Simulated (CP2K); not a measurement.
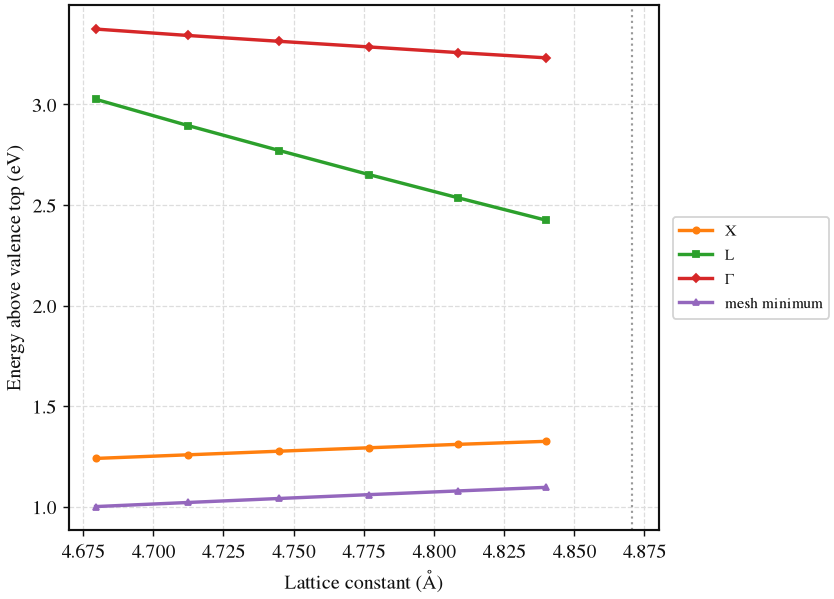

Lowest conduction level at each named k point, counted from the valence-band top at Γ, and the lowest one over the whole k mesh (the mesh minimum, which lies off these points). One run is left out (dotted line).

System: zincblende BAs, space group F-43m (No. 216), 2 atoms in the primitive cell. The cell is scaled uniformly. Computed with CP2K: PBEsol, POTENTIAL_UZH As GTH-PBE-q5, B GTH-PBE-q3; TZVP-MOLOPT-PBE-GTH basis, no spin polarisation, no spin-orbit coupling, 10×10×10 k mesh.

| cell | X (eV) | L (eV) | Γ (eV) | mesh minimum (eV) |
| --- | --- | --- | --- | --- |
| a = 4.679 Å | 1.24 | 3.03 | 3.38 | 1.00 |
| a = 4.712 Å | 1.26 | 2.90 | 3.34 | 1.02 |
| a = 4.745 Å | 1.28 | 2.77 | 3.31 | 1.04 |
| a = 4.777 Å | 1.29 | 2.65 | 3.29 | 1.06 |
| a = 4.809 Å | 1.31 | 2.54 | 3.26 | 1.08 |
| a = 4.840 Å | 1.33 | 2.42 | 3.23 | 1.10 |

Estimate the values at a = 4.871 Å.

Answer. Fits through the other points against the logarithm of the volume give 1.34 eV at X, 2.31 eV at L, 3.20 eV at Γ and 1.11 eV at the mesh minimum (straight lines). The run itself gives 1.34, 2.32, 3.21 and 1.11 eV, within 0.01 eV of the estimates.

What are the deformation potentials dE/d ln V?

Answer. Straight lines against ln V have slopes of +0.8 eV at X, −5.9 eV at L, −1.4 eV at Γ and +0.9 eV at the mesh minimum.

The potentials were made for another functional. The basis of atomic orbitals isn't converged, which shifts gaps and empty levels. Spin-orbit coupling is left out, which matters for As. LDA, GGA and most meta-GGA functionals understate gaps.
